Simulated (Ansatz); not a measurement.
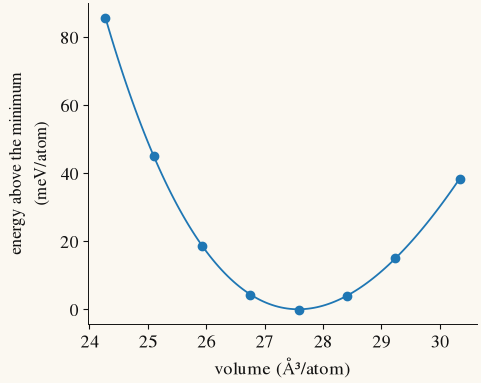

The picture above shows the energy above the minimum against volume for Sn, space group I4_1/amd (No. 141).

The given structure:
```cif
data_structure
_symmetry_space_group_name_H-M 'P 1'
_symmetry_Int_Tables_number 1
_cell_length_a 4.4436
_cell_length_b 4.4436
_cell_length_c 4.4436
_cell_angle_alpha 97.517
_cell_angle_beta 97.517
_cell_angle_gamma 137.592
_cell_volume 55.17
loop_
_atom_site_label
_atom_site_type_symbol
_atom_site_fract_x
_atom_site_fract_y
_atom_site_fract_z
_atom_site_occupancy
Sn1 Sn 0.75000 0.25000 0.50000 1
Sn2 Sn 0.00000 0.00000 0.00000 1
```

Computed with Ansatz 0.2.0: third-order Birch-Murnaghan fit to density functional energies at scaled volumes of the given relaxed cell, shape and atoms relaxed at each volume; energies count from the fitted minimum; plane waves with PAW datasets, Γ-centred k mesh. Level: r2SCAN, no spin polarisation.

- wave cutoff: 500 eV
- k mesh: 14×14×14
- occupations: Gaussian
- smearing width: 0.1 eV

Give the fitted equation-of-state parameters.

Answer. A third-order Birch–Murnaghan fit gives V0 = 27.58 Å³/atom, B0 = 53.7 GPa and B′ = 5.0.

Is there a gap?

Answer. No, the levels on the k mesh show a metal at every point.

The computed values:

```
volume (Å³/atom)  energy above the minimum (meV/atom)
          24.274                                 85.6
          25.102                                 45.1
          25.929                                 18.7
          26.757                                  4.3
          27.584                                 -0.1
          28.412                                  4.0
          29.239                                 15.0
          30.343                                 38.3
```
